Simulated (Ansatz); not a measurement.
# Au: single-point calculation

System: Au (P-3m1, 6 atoms in the cell).
Method: DFT PBE, scalar-relativistic, plane waves, PAW, no spin polarisation (Ansatz 0.2.0).

The structure derives from an entry of the Crystallography Open Database. It belongs to a series of runs on one base structure; here: the crystal opened by +0.50 A across the cut. Figures and captions count atoms from 1; the log counts them from 0 in places.

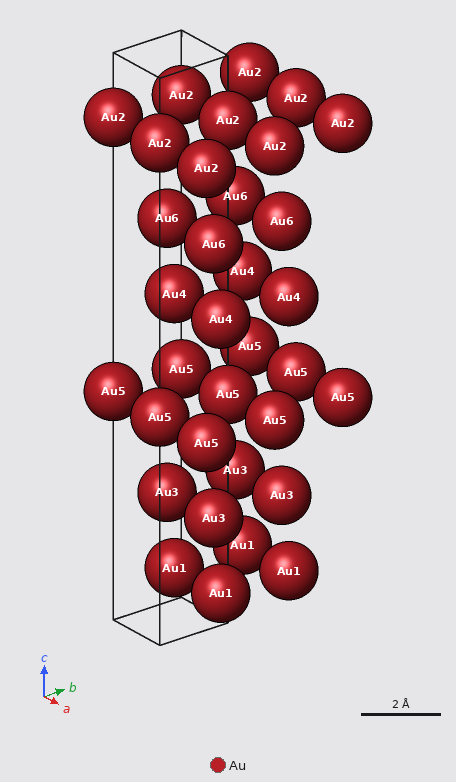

Figure 1. The input geometry (spheres-only view of the cell of the calculation, set on other vectors, repeated 2 × 2 × 1, seen slightly off an axis; atoms are numbered from 1 in the order of the input).

### Input file
```yaml
crystal:
  lattice:
    - [2.0790388405, -2.0790388405, 0.0]
    - [2.0790388405, 0.0, -2.0790388405]
    - [8.6048304966, 8.6048304966, 8.6048304966]
  atoms:
    - { symbol: Au, position: [0.6666666667, 0.6666666667, 0.0805215564] }
    - { symbol: Au, position: [0.0, 0.0, 0.8858981959] }
    - { symbol: Au, position: [0.3333333333, 0.3333333333, 0.2415968843] }
    - { symbol: Au, position: [0.6666666667, 0.6666666667, 0.5637475401] }
    - { symbol: Au, position: [0.0, 0.0, 0.4026722122] }
    - { symbol: Au, position: [0.3333333333, 0.3333333333, 0.724822868] }
basis:
  ecutwfc: 420
kpoints:
  mp_grid: { grid: [23, 23, 4] }
hamiltonian:
  xc: pbe
scf:
  occupations: { method: gaussian, width: 0.15 }
output:
  forces: true
  stress: true
  eigenvalues: true
  write_density: true
  write_potential: true
  elf: true
  volumetric_format: npy
```

Run as:
```bash
ansatz run input.yaml --threads 2 --pin off --max-ram 5120MiB --backend cpu --events-out ev --progress --plain --runs-dir out
```

### The program's output
```
Engine: ansatz 0.2.0, aarch64-unknown-linux-gnu
Pseudopotentials: kind: paw
Pseudopotential: Au, paw, valence charge 19, recommended cutoff 420 eV (normal), Au.paw.azcp
Functional definition: PBE
  parameter kappa = 0.804
  parameter beta = 0.06672455060314922
  exchange = pbe_x(kappa = kappa, mu = beta*pi^2/3)
  correlation = pbe_c(beta = beta)
Crystal: 6 atoms, lattice volume = 111.581 Å³
Basis set: ecut = 420 eV, 2149 PW (Γ), exchange–correlation on 40×40×200 points (8 copies of the dense FFT grid, shifted against one another)
Bands: 69, of which v1, the nominal top of the filled ones, is band 57 counted from 1 (56 counted from 0)
Symmetry: 12 space group operations
Space group: P-3m1 (ITA 164), of the structure as read, at distance tolerance 4.8e-5 Å
k-points: 212 of 2116
Non-local potential: Au, projectors of the file, l = 0: 3, l = 1: 2, l = 2: 2, l = 3: 1
PAW form: soft (Blöchl's): semilocal exchange-correlation on the pseudo side does not see the compensation charge
PAW one-centre angular grid: Au, 590 points (default); XC on 64 Gauss nodes
Initial density: superposition of atomic densities (neutral atoms: chi_scale 0, normalization atom), corrected by the library's trained network
Initial wavefunctions: pseudopotential atomic-orbital guess
Functional: x = pbe(κ = 0.804, μ = 0.2195149727645171), c = pbe(β = 0.06672455060314922)
SCF iter   1: F=—  HF=-78895.765894 eV  |F-HF|=—  |Δ(HF+E_count)|=         —  Δρ=2.35e-3  dr2=1.10e-1  ethr=1.77e-3  ⟨swp⟩=5.5  Hψ=46851  notcnv=0  defer=329
preconditioner: auto → Kerker (q_TF=auto, 2.738 Å⁻¹)  [metal: Δε(μ)=0.012 eV  Ē_g=10.320 eV  σ=0.150 eV  W_gap=0.04  n_scr=42 (ndim 8)  ℏωp=28.6 eV  f_vac=0.000  D(μ)=2.06/eV (n_scr^D=8)]
SCF iter   2: F=—  HF=-78895.767821 eV  |F-HF|=—  |Δ(HF+E_count)|=   1.93e-3  Δρ=1.38e-3  dr2=5.86e-2  ethr=9.63e-5  ⟨swp⟩=1.0  Hψ=16960  notcnv=0  defer=333
SCF iter   3: F=—  HF=-78895.765538 eV  |F-HF|=—  |Δ(HF+E_count)|=   2.28e-3  Δρ=4.73e-4  dr2=8.96e-3  ethr=5.14e-5  ⟨swp⟩=1.0  Hψ=13571  notcnv=0  defer=333
SCF iter   4: F=—  HF=-78895.765008 eV  |F-HF|=—  |Δ(HF+E_count)|=   5.30e-4  Δρ=2.95e-4  dr2=2.20e-4  ethr=7.86e-6  ⟨swp⟩=1.0  Hψ=13571  notcnv=0  defer=333
SCF iter   5: F=—  HF=-78895.765043 eV  |F-HF|=—  |Δ(HF+E_count)|=   3.50e-5  Δρ=7.69e-5  dr2=1.83e-5  ethr=1.93e-7  ⟨swp⟩=2.3  Hψ=19580  notcnv=0  defer=333
SCF iter   6: F=—  HF=-78895.765058 eV  |F-HF|=—  |Δ(HF+E_count)|=   1.53e-5  Δρ=2.28e-5  dr2=1.27e-6  ethr=1.61e-8  ⟨swp⟩=1.3  Hψ=14576  notcnv=0  defer=333
SCF iter   7: F=—  HF=-78895.765058 eV  |F-HF|=—  |Δ(HF+E_count)|=   1.45e-8  Δρ=9.22e-6  dr2=1.58e-7  ethr=1.12e-9  ⟨swp⟩=2.2  Hψ=19061  notcnv=0  defer=333
SCF iter   8: F=-78895.765058 eV  HF=-78895.765058 eV  |F-HF|=4.80e-8  |Δ(HF+E_count)|=  4.95e-10  Δρ=4.01e-6  dr2=5.36e-8  ethr=8.77e-11  ⟨swp⟩=13.4  Hψ=101217  notcnv=0
SCF 1 converged in 8 iterations: F = -78895.765058 eV  dr2 = 5.36e-8
  greatest PAW one-centre occupation: 1.000 electrons in one spin orbital (limit 2), on the Au atom at site 1 (counted from 0), in its partial waves of l = 0
SCF converged after 8 iterations
Free energy (F): -78895.765058 eV
Harris-Foulkes:  -78895.765058 eV  (|F-HF|=4.80e-8)
Internal energy: -78895.740708 eV  (E = F + TS)
E sigma→0 (E₀):  -78895.752883 eV
Entropy (-TS):   -0.024351 eV (-4.058 meV/atom)
Fermi energy:    18.373005 eV
--- Per-component energies (eV) ---
  E_band       = -1465.749286
  E_kinetic    = 3622.726613
  E_local      = -11420.572519  (includes V_loc(G=0)·N_el)
  E_nonlocal   = 446.682868
  E_hartree    = 4851.086332
  E_xc         = -1364.589232
  E_vxc        = -1646.612764  (∫ρ·V_xc dr)
  E_paw        = -58240.775145  (= ΣΔE_a)
  E_vpaw       = -2170.162687  (= ΣTr[D̂ρ^β])
  E_aug_tail   = 0.008368  (compensation charges beyond the density's cutoff)
  E_ewald      = -16790.307993
  E_smearing   = -0.024351  (= −TS)
  E_closure    = -0.000000  (closes the sum)
  Σ components = -78895.765058   (vs F -78895.765058, Δ=0.00e0)
--- Forces (eV/Å), atoms counted from 1 ---
  atom   1  Au    -0.32884842    -0.32884842    -0.32884842
  atom   2  Au     0.32884842     0.32884842     0.32884842
  atom   3  Au     0.01825622     0.01825622     0.01825622
  atom   4  Au     0.01216394     0.01216394     0.01216394
  atom   5  Au    -0.01216394    -0.01216394    -0.01216394
  atom   6  Au    -0.01825622    -0.01825622    -0.01825622
  max |Σ_I F_I| component: 5.90e-17 eV/Å
--- Stress (GPa, compression-positive) ---
       -2.410712       0.088128       0.088128
        0.088128      -2.410712       0.088128
        0.088128       0.088128      -2.410712
  P = ⅓ Tr σ = -2.4107 GPa (-24.107 kbar)
--- Band table (eV; the first three rows and the last of 212) ---
  k-point 0: bands = ["-86.9243", "-86.9199", "-86.8818", "-86.8818", "-86.6729", "-86.6725", "-38.4438", "-38.3858", "-38.3285", "-38.3155", "-38.3155", "-38.3023", "-38.3023", "-38.2979", "-38.2690", "-38.2690", "-38.2686", "-38.2686", "-38.0955", "-38.0786", "-38.0711", "-38.0711", "-38.0696", "-38.0696", "9.1924", "9.9026", "10.3432", "11.3722", "11.4780", "11.6491", "13.7747", "13.8389", "13.9462", "13.9462", "13.9498", "13.9996", "13.9996", "14.0916", "14.0916", "14.1518", "14.1518", "14.3475", "14.3475", "14.3877", "14.3877", "14.7188", "14.8261", "15.2998", "15.2998", "15.3412", "15.3412", "15.5055", "15.5055", "15.8877", "15.8877", "16.0924", "16.0924", "16.4036", "16.4036", "17.6013", "20.3923", "24.6827", "25.5912", "30.8343", "31.7819", "32.4835", "32.9823", "33.1278", "33.4732"]
  k-point 1: bands = ["-86.9243", "-86.9199", "-86.8818", "-86.8818", "-86.6729", "-86.6725", "-38.4437", "-38.3859", "-38.3283", "-38.3155", "-38.3155", "-38.3023", "-38.3023", "-38.2980", "-38.2690", "-38.2690", "-38.2686", "-38.2686", "-38.0955", "-38.0786", "-38.0711", "-38.0711", "-38.0695", "-38.0695", "9.2203", "9.7685", "10.5352", "11.2396", "11.5098", "11.6619", "13.7996", "13.8524", "13.9452", "13.9478", "13.9478", "14.0027", "14.0027", "14.0864", "14.0864", "14.1489", "14.1489", "14.2699", "14.3537", "14.3537", "14.3840", "14.3840", "15.2982", "15.2982", "15.3515", "15.3515", "15.4772", "15.5170", "15.5170", "15.8192", "15.8192", "16.1680", "16.1680", "16.3773", "16.3773", "17.1648", "20.8947", "23.6425", "26.6996", "29.8270", "32.4449", "32.5889", "32.9819", "33.0352", "33.6112"]
  k-point 2: bands = ["-86.9243", "-86.9199", "-86.8818", "-86.8818", "-86.6729", "-86.6725", "-38.4437", "-38.3860", "-38.3281", "-38.3155", "-38.3155", "-38.3023", "-38.3023", "-38.2982", "-38.2690", "-38.2690", "-38.2686", "-38.2686", "-38.0954", "-38.0787", "-38.0711", "-38.0711", "-38.0695", "-38.0695", "9.2560", "9.6635", "10.7510", "11.0683", "11.5217", "11.6726", "13.8463", "13.8692", "13.9494", "13.9494", "13.9685", "14.0061", "14.0061", "14.0245", "14.0813", "14.0813", "14.1454", "14.1454", "14.3641", "14.3641", "14.3763", "14.3763", "15.2973", "15.2973", "15.3606", "15.3606", "15.5336", "15.5336", "15.7625", "15.7625", "16.2371", "16.2499", "16.2499", "16.3281", "16.3281", "16.4042", "21.6027", "22.7393", "27.8263", "28.7291", "32.5302", "32.8806", "32.9033", "33.0837", "33.7488"]
  k-point 211: bands = ["-86.9155", "-86.9152", "-86.8753", "-86.8753", "-86.6661", "-86.6661", "-38.4256", "-38.4199", "-38.4149", "-38.3966", "-38.3852", "-38.3791", "-38.3644", "-38.3588", "-38.3354", "-38.3319", "-38.3199", "-38.3181", "-38.1692", "-38.1679", "-38.1577", "-38.1555", "-38.0759", "-38.0751", "12.6277", "12.7071", "12.7555", "12.9153", "12.9830", "13.0803", "13.2421", "13.3203", "13.3625", "13.4685", "13.4855", "13.9235", "13.9336", "14.0874", "14.0936", "14.1716", "14.4225", "14.4228", "14.9116", "15.0458", "15.1301", "15.2093", "15.3132", "15.3344", "16.1212", "16.1377", "16.1660", "16.1927", "16.2732", "16.3127", "20.6874", "20.6933", "20.9303", "20.9520", "21.3934", "21.5722", "22.7831", "23.0026", "23.0895", "23.1162", "23.9765", "24.1177", "25.8177", "25.8925", "26.2260"]
```

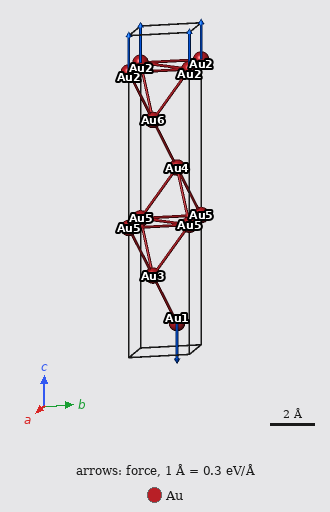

Figure 2. Forces on the atoms as blue arrows (ball-and-stick view of the cell of the calculation, set on other vectors, seen slightly off an axis; atoms are numbered from 1 in the order of the input); the smallest are left out. The largest act on Au1, Au2 (0.57 eV/Å). The geometry is not a stationary point of this energy.

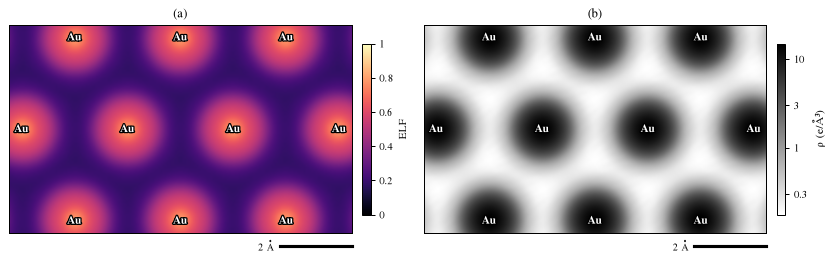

Figure 3. (a) electron localisation function; (b) valence electron density on the (001) plane of the conventional cell. Atoms in the plane: Au. Au–Au (2.94 Å): ρ is about 0.26 e/Å³ halfway; the ELF is about 0.20 at the midpoint; no shared electron pair. Away from the nuclei the density in this plane falls to 0.18 e/Å³ at its lowest. The strong features right at Au lie inside the PAW spheres (semicore, d or f shells) and say nothing about bonding. The fields are those of the smooth PAW valence density.

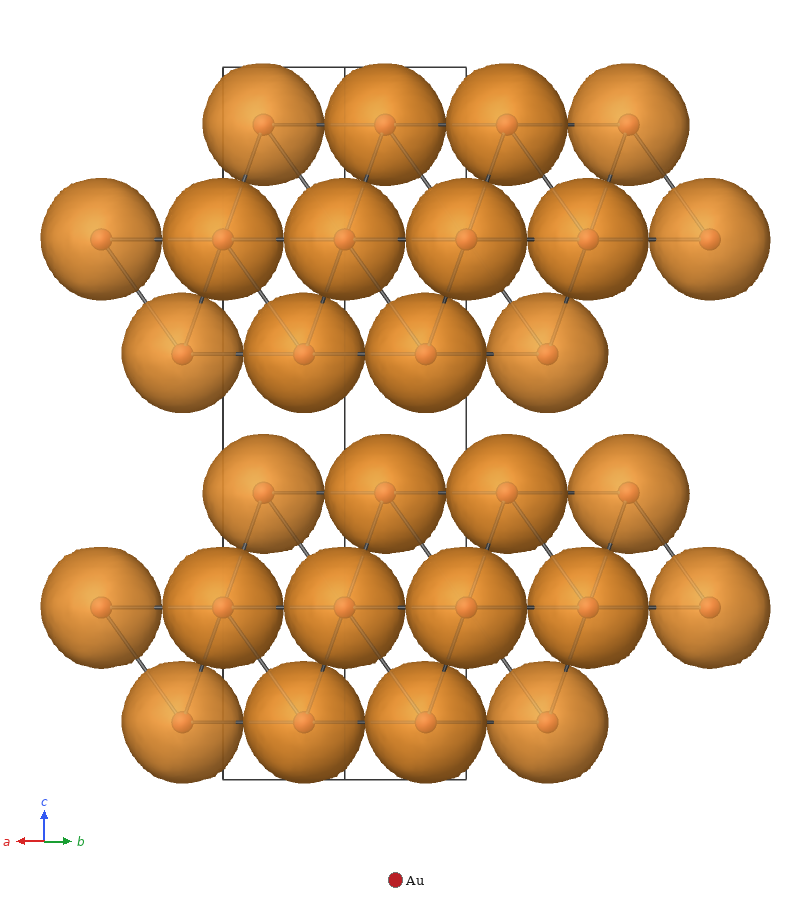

Figure 4. Isosurface of the valence electron density at 0.3 e/Å³ (orange), seen along [110]. Sticks mark near contacts. The outline is the cell set on symmetry axes. At this value the density breaks into separate islands; it holds about 90 % of the electrons treated as valence (semicore included). It is pinched off along the Au–Au (2.94 Å) contacts. On the grid the lowest density along these lines, outside the cores, is 0.26 e/Å³ (Au–Au, 2.94 Å).

### Summary

- outcome: converged
- space group (tolerance 0.01 Å): P-3m1 (164)
- electrons treated: 114
- free energy: −78895.7651 eV
- Fermi energy: 18.373 eV
- gap on the k-point mesh: none (metallic)
- pressure: −2.41 GPa
- largest force (length of the vector): 0.570 eV/Å
- hardware: 2 threads of Arm Neoverse V1, 24 GiB of memory available, shared host
- wall time: 51 s (CPU time 1.7 min)
- peak memory: 1.1 GiB

### Remarks

Spin–orbit coupling is left out, which matters for Au.
